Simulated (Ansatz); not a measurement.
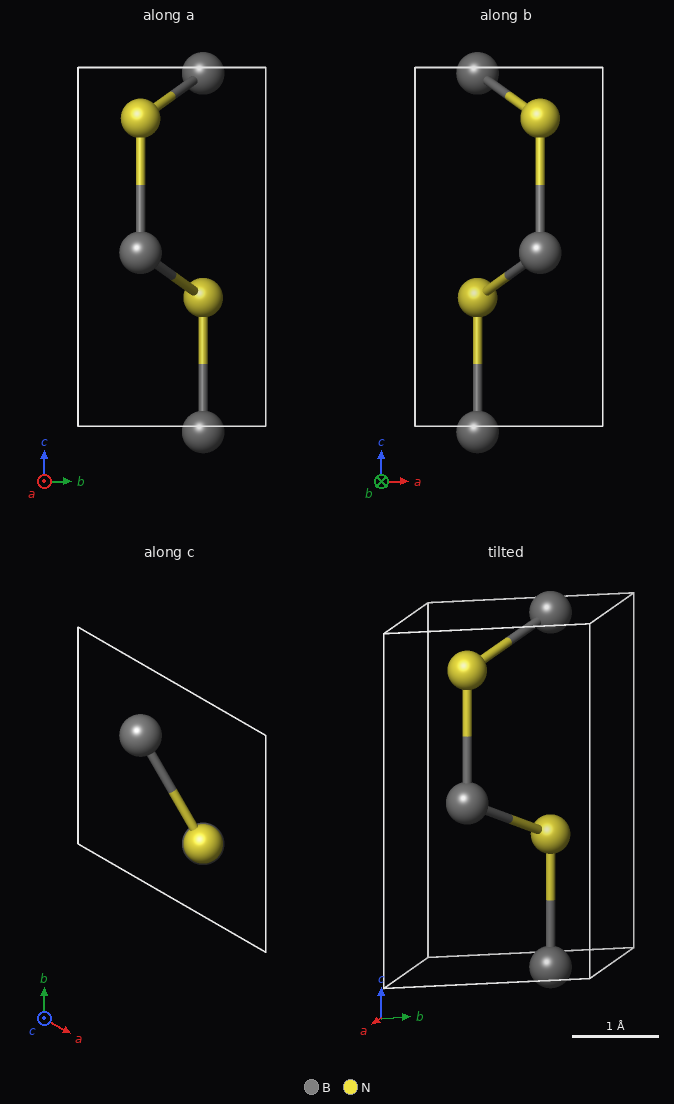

Ball-and-stick representation of a periodic structure, projected along the a axis, along the b axis, along the c axis and slightly off an axis. The edges of the conventional unit cell are marked.

Lattice parameters: a = 2.541 Å, b = 2.541 Å, c = 4.203 Å, α = 90.00°, β = 90.00°, γ = 120.00°.

Give the structure in the form of a table of Wyckoff sites, with free fractional coordinates to two decimals.

Answer. Space group P6_3mc (No. 186).
```tsv
atom	site	x	y	z
B	2b	0.3333	0.6667	0.98
N	2b	0.3333	0.6667	0.36
```

It goes back to a structure type filled with these elements by a generator (whether the compound takes this form wasn't checked). What is shown is the relaxed result from DFT, PBEsol, plane waves, PAW (Ansatz).
